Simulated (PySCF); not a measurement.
# Energy of I along an even scaling of the cell

System: I (1 atom in the cell).
Method: Kohn-Sham DFT of a periodic cell in Gaussian orbitals, PBEsol, DZVP-MOLOPT-SR/GTH-PBE, no spin polarisation (PySCF 2.14.0).

The 7 runs differ only in the geometry, by an even scaling of the cell at fixed fractional positions. The structure derives from a Materials Project entry.

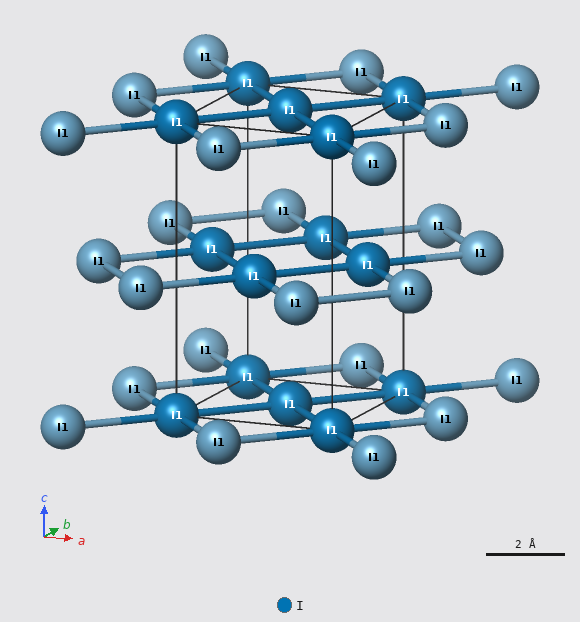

Figure 1. The structure of run 4 (ball-and-stick view of the cell 4 times as large as that of the calculation, set on its symmetry axes, seen slightly off an axis; neighbours outside the cell are drawn fainter; atoms are numbered from 1 in the order of the input).

**Input of run 4**
```python
import json
import numpy as np
from pyscf.pbc import gto, scf, dft, df

cell = gto.Cell()
cell.a = '''
  0.0000000000    2.3656004428    3.9098401324
  2.1922454667    0.0000000000    3.9098401324
  2.1922454667    2.3656004428    0.0000000000'''
cell.atom = '''
I    0.0000000000    0.0000000000    0.0000000000'''
cell.unit = 'A'
cell.basis = 'DZVP-MOLOPT-SR-GTH-q7'
cell.pseudo = 'GTH-PBE-q7'
cell.ke_cutoff = 50  # hartree
cell.exp_to_discard = 0.02
cell.precision = 1e-08
cell.space_group_symmetry = True
cell.symmorphic = False
cell.max_memory = 2940  # MB
cell.verbose = 4
cell.build()

res = {}
kpts = cell.make_kpts([10, 10, 10], space_group_symmetry=True, time_reversal_symmetry=True)
cell.space_group_symmetry = False  # the mesh holds the operations; no search on the supercells of the integral code
mf = dft.KRKS(cell, kpts, xc='pbesol')
mf = mf.multigrid_numint()
mf = mf.smearing(sigma=0.00183747, method='fermi')  # hartree
mf.conv_tol = 1e-07
mf.max_cycle = 60

mf.kernel()
res.update(converged=bool(mf.converged), e_tot=mf.e_tot, nelec=cell.nelectron, nao=cell.nao, mesh=list(map(int, cell.mesh)), a=cell.lattice_vectors().tolist(), coords=cell.atom_coords().tolist(),
           mo_energy=[np.real(x).tolist() for x in mf.mo_energy], mo_occ=[np.real(x).tolist() for x in mf.mo_occ])
res.update(e_free=mf.e_free, e_zero=mf.e_zero)
res.update(kpts=kpts.kpts_scaled_ibz.tolist(), weights=kpts.weights_ibz.tolist())
res['parts'] = {k: float(np.real(v)) for k, v in mf.scf_summary.items() if np.isscalar(v)}
json.dump(res, open('results.json', 'w'))
if not mf.converged:
    raise SystemExit('SCF not converged')

print('levels (eV)')
for i, kp in enumerate(res['kpts'][:40]):
    print('k %7.4f %7.4f %7.4f  ' % tuple(kp), ' '.join('%.3f' % (x * 27.211386) for x in res['mo_energy'][i][:9]))

mf = mf.to_khf()  # unfold to the whole mesh
kpts = mf.kpts
# Mulliken populations
dm, s = np.asarray(mf.make_rdm1()), np.asarray(mf.get_ovlp())
sites = cell.aoslice_by_atom()[:, 2:]
tot = np.einsum('kij,kji->i', dm, s).real / len(kpts)
res['mulliken'] = [cell.atom_charge(i) - tot[a0:a1].sum() for i, (a0, a1) in enumerate(sites)]
print('Mulliken charges', np.round(res['mulliken'], 5))

# density of states, Gaussians of 0.15 eV
e = np.asarray(mf.mo_energy).real.reshape(1, -1) * 27.211386
ef = mf.get_fermi()
ef = np.max(ef) * 27.211386
x = np.arange(-15, 10.01, 0.1) + round(ef, 1)
dos = np.exp(-((x[:, None, None] - e) / 0.15) ** 2 / 2).sum(-1).T / (0.15 * np.sqrt(2 * np.pi) * len(kpts)) * 2
res.update(dos_e=x.tolist(), dos=dos.tolist())
for a, b in zip(x[::5], dos.T[::5]):
    print('%8.2f' % a, ' '.join('%9.4f' % y for y in b))

# density on a uniform mesh
grids = dft.gen_grid.UniformGrids(cell)
grids.mesh = [25, 25, 19]
grids.build()
ni = dft.numint.KNumInt()
rho = [ni.get_rho(cell, x, grids, kpts) for x in [dm]]
np.save('rho.npy', np.reshape(rho, (-1, *grids.mesh)))
res['done'] = True
json.dump(res, open('results.json', 'w'))
```

Command:
```bash
OMP_NUM_THREADS=2 python -u run.py > log
```

Lattice vectors (Å) and fractional positions of run 4:
```
   0.000000    2.365600    3.909840
   2.192245    0.000000    3.909840
   2.192245    2.365600    0.000000
I   0.000000  0.000000  0.000000
```

Run 6 has the same physical settings and fractional positions; its lattice vectors (Å) are:
```
   0.000000    2.396730    3.961291
   2.221094    0.000000    3.961291
   2.221094    2.396730    0.000000
```

**Results, with one run withheld**

| run | volume per atom (Å³) | free energy per atom, from the lowest run given (meV) |
| --- | --- | --- |
| 1 | 38.120 | 10.77 |
| 2 | 38.931 | 3.73 |
| 3 | 39.742 | 0.28 |
| 4 | 40.553 | 0.00 |
| 5 | 41.364 | 2.50 |
| 6 | 42.175 | ? |
| 7 | 42.986 | 14.53 |

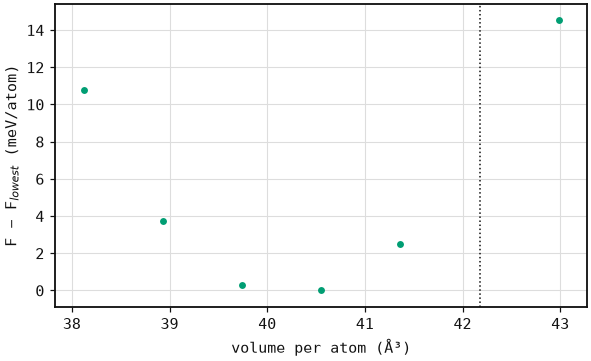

Figure 2. Free energy per atom of the runs given; the dotted line marks run 6.

Estimate the energy of run 6 from the others.

A cubic polynomial in V^(−2/3) (the Birch–Murnaghan form), fitted to the 6 runs given, misses them by under 0.01 meV per atom. With x = V^(−2/3) − 0.08517 Å⁻², it reads F = −0.24092 − 34.828 x + 1.116e+06 x² + 9.1063e+06 x³ (meV per atom). At run 6 it gives 7.44 meV per atom, and the run itself gives 7.44. The fit has its minimum at 40.221 Å³ per atom, where V d²F/dV² gives 28.7 GPa. Cell shape and fractional positions are held, so this is the stiffness under even scaling; the relaxed bulk modulus wasn't computed and can be far lower in a crystal of layers, chains or molecules like this one.

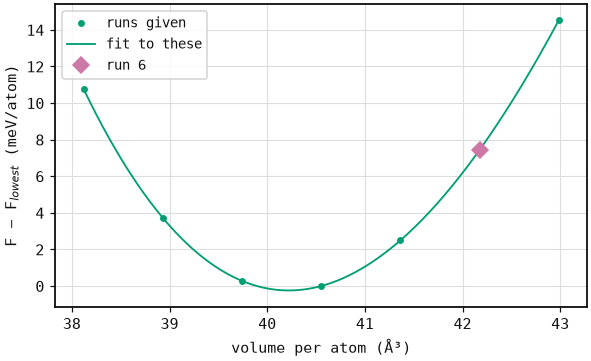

Figure 3. The fit and the withheld run.

**Output, shortened to warnings, some set-up lines, iterations and results (run 6)**
```
k-points in IBZ                         weights
[...]
cycle= 1 E= -11.4332374992923  delta_E= 0.0129  |g|= 0.45  |ddm|= 19.7
cycle= 2 E= -11.4346503605169  delta_E= -0.00141  |g|= 0.138  |ddm|= 3.18
cycle= 3 E= -11.4348322142508  delta_E= -0.000182  |g|= 0.00495  |ddm|= 0.883
cycle= 4 E= -11.4348318920004  delta_E= 3.22e-07  |g|= 0.000138  |ddm|= 0.0424
cycle= 5 E= -11.4348319664821  delta_E= -7.45e-08  |g|= 3.33e-05  |ddm|= 0.00508
    sigma = 0.00183747  Optimized mu = 0.127905349713  entropy = 0.117977773371
nelec by numeric integration = 7.000000000000007
    Total E(T) = -11.4348319454759  Free energy = -11.4350487260952  E0 = -11.4349403357855
Extra cycle  E= -11.4348319454759  delta_E= 2.1e-08  |g|= 1.27e-05  |ddm|= 0.00144
converged SCF energy = -11.4348319454759
levels (eV)
k  0.0000  0.0000  0.0000   -10.078 1.784 4.224 4.476 11.478 12.000 18.080 18.613 22.109
k -0.0000  0.5000  0.5000   -7.454 -0.464 -0.134 2.902 8.894 11.437 15.215 18.930 19.295
k -0.0000  0.6000  0.6000   -7.768 -0.179 0.024 2.841 9.909 11.905 14.837 17.038 20.671
k -0.0000  0.7000  0.7000   -8.515 0.654 0.659 2.622 11.677 13.291 14.944 15.764 19.618
k -0.0000  0.8000  0.8000   -9.316 1.835 1.985 2.259 11.445 15.419 15.794 16.037 16.061
k -0.0000  0.9000  0.9000   -9.886 1.920 3.335 3.563 11.258 12.948 14.252 17.091 17.619
k  0.5000 -0.0000  0.5000   -7.488 -0.761 0.152 3.174 8.992 12.328 14.492 18.466 19.439
k  0.5000  0.5000  0.0000   -9.853 -0.285 4.018 4.291 11.126 13.785 14.190 19.867 20.111
k  0.5000  0.5000  0.5000   -8.711 -1.552 1.986 5.081 10.846 13.712 15.643 16.896 19.873
k  0.5000  0.6000  0.1000   -9.664 -0.045 3.163 3.334 12.622 13.262 13.638 19.400 20.170
k  0.5000  0.7000  0.2000   -9.129 0.643 1.715 1.733 12.567 14.312 15.523 17.751 17.996
k  0.5000  0.8000  0.3000   -8.400 0.371 0.670 1.662 11.731 12.720 16.054 17.856 18.020
k  0.5000  0.8000  0.8000   -8.915 0.456 1.712 2.494 11.715 13.428 15.443 16.613 17.845
k  0.5000  0.9000  0.4000   -7.750 -0.475 0.210 2.701 10.077 11.710 14.894 18.349 19.175
k  0.5000  0.9000  0.9000   -8.794 -1.000 1.881 4.281 11.084 14.297 14.434 16.499 18.757
k  0.6000 -0.0000  0.6000   -7.843 -0.326 0.394 3.045 9.725 12.721 14.643 16.160 20.514
k  0.6000  0.1000  0.5000   -7.485 -0.735 0.123 3.140 8.954 12.487 13.955 18.430 20.290
k  0.6000  0.1000  0.6000   -7.642 -0.659 0.300 3.017 9.448 12.185 14.520 17.628 20.004
k  0.6000  0.2000  0.6000   -7.752 -0.449 0.184 2.730 10.070 11.972 14.348 18.386 19.924
k  0.6000  0.3000  0.3000   -8.522 0.738 0.920 1.914 11.621 12.255 15.088 17.797 19.243
k  0.6000  0.4000  0.4000   -8.526 -0.718 1.947 2.709 11.289 12.661 15.951 16.462 18.509
k  0.6000  0.5000  0.1000   -9.682 -0.076 3.281 3.525 12.470 13.173 13.746 18.898 19.292
k  0.6000  0.5000  0.5000   -8.620 -1.456 2.044 4.293 10.767 14.128 14.643 16.985 18.871
k  0.6000  0.6000  0.0000   -9.876 -0.134 4.037 4.308 11.159 13.105 14.780 19.509 19.717
k  0.6000  0.6000  0.1000   -9.769 -0.135 3.237 4.244 11.762 13.285 13.965 19.564 19.894
k  0.6000  0.6000  0.2000   -9.505 0.155 1.543 4.424 12.308 13.117 14.633 19.106 19.660
[...]
```

Notes on the run: Occupied band above Fermi level:. The cell holds an odd number of electrons but the run has no spin polarisation, so it comes out as a metal.
